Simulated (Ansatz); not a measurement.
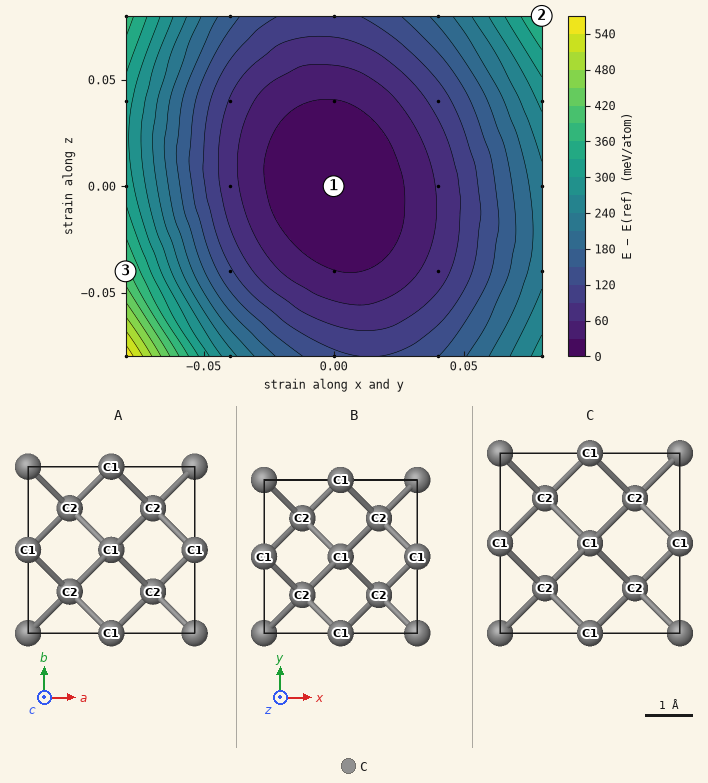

A scan of crystalline C (Fd-3m): the cell is strained equally along x and y and separately along z, with the atoms kept at their fractional coordinates. x, y and z are the Cartesian axes of the input. The map is interpolated between the computed points (dots). The frames are shuffled; each belongs to one numbered point. Style: ball-and-stick. Shown: the conventional cell (4 times the calculation's cell), along the c axis. Lengths and directions refer to the drawn axes.

Level of theory: Ansatz, DFT PBEsol, scalar-relativistic, plane waves, PAW. Settings: plane-wave cutoff 420 eV; k-point mesh 12 × 12 × 12; occupations gaussian; smearing width 0.05 eV; no spin polarisation. Energies (free energies at the smearing named) are counted from the relaxed crystal.

Q: Which frame belongs to which numbered point?

A: Point 1 is frame A, at (0.000, 0.000) and 0 meV/atom; 2 is frame C, at (0.080, 0.080) and 368 meV/atom; 3 is frame B, at (−0.080, −0.040) and 400 meV/atom. In pairs of (strain along x and y; strain along z): the lowest computed point lies at (0.000, 0.000) (0 meV/atom), the highest at (−0.080, −0.080) (564 meV/atom). The valley is tilted: raising the in-plane strain is made harder by raising the strain along z (cross term 0.17 of the geometric mean of the two curvatures). Over the ranges scanned the energy rises more along the first axis, the in-plane strain. The pressure runs from −67.3 GPa at (0.080, 0.080) to 176.3 GPa at (−0.080, −0.080).
